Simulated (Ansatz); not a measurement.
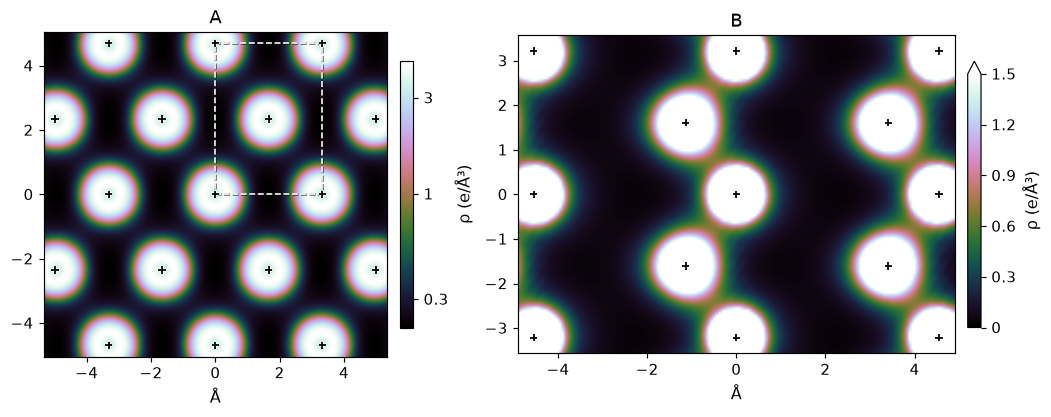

The valence pseudo-density of 2 systems, each on a plane through atoms (crosses mark nuclei in the plane).

The calculation used DFT PBE, scalar-relativistic, plane waves, PAW (Ansatz).

System 1: Ta, the (11̄0) plane of the conventional cell. Space group Im-3m; computed without spin polarisation.

```xyz
2
Lattice="3.3218 0.0000 0.0000 0.0000 3.3218 0.0000 0.0000 0.0000 3.3218" Properties=species:S:1:pos:R:3 pbc="T T T"
Ta    0.0000    0.0000    0.0000
Ta    1.6609    1.6609    1.6609
```

System 2: GaN, the (110) plane of the conventional cell. Space group F-43m; a structure from a database of computed crystals, not necessarily the ambient phase.

```xyz
8
Lattice="4.5485 0.0000 0.0000 0.0000 0.0000 -4.5485 0.0000 4.5485 0.0000" Properties=species:S:1:pos:R:3 pbc="T T T"
Ga    2.2742    0.0000   -2.2742
Ga    0.0000    2.2742   -2.2742
Ga    0.0000    0.0000    0.0000
Ga    2.2742    2.2742    0.0000
N     3.4114    1.1371   -3.4114
N     1.1371    3.4114   -3.4114
N     1.1371    1.1371   -1.1371
N     3.4114    3.4114   -1.1371
```

### Which map belongs to which system?

Panel A is system 1, Ta: the plane holds Ta. Ta–Ta (2.88 Å): ρ at the midpoint is about 0.3 e/Å³. Panel B is system 2, GaN: the plane holds Ga and N. Ga–N (1.97 Å): ρ is about 0.72 e/Å³ halfway.
